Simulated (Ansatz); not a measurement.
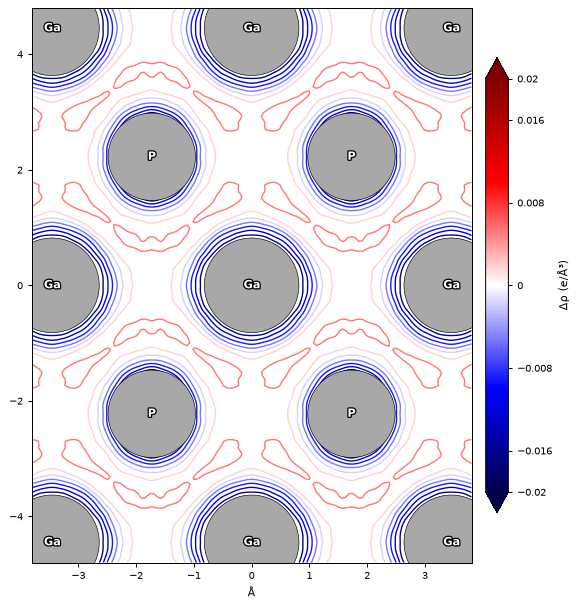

GaP. Difference of the valence pseudo-densities of two functionals at the same geometry, on the (101̄) plane of the calculation cell: one of B3LYP and r2SCAN0 less the other.

Space group P4/mmm; a generated structure, not necessarily the stable one.

Both computed with Ansatz (plane waves, PAW), on the same k-point mesh. Grey discs cover the atomic cores.

```xyz
2
Lattice="3.4567 0.0000 0.0000 0.0000 3.4567 0.0000 0.0000 0.0000 2.8026" Properties=species:S:1:pos:R:3 pbc="T T T"
Ga    0.0000    0.0000    0.0000
P     1.7283    1.7283    1.4013
```

**Which was subtracted from which, and what does the map show?**

It is r2SCAN0 less B3LYP. Against B3LYP, r2SCAN0 gives less density around Ga (−0.011 e/Å³ on average at 1.0 Å from the nucleus), less density around P (−0.006 e/Å³ on average at 0.9 Å from the nucleus), more density in the space between the atoms (+0.005 e/Å³ on average) and a change of +0.005 e/Å³ at the midpoint of Ga–P.
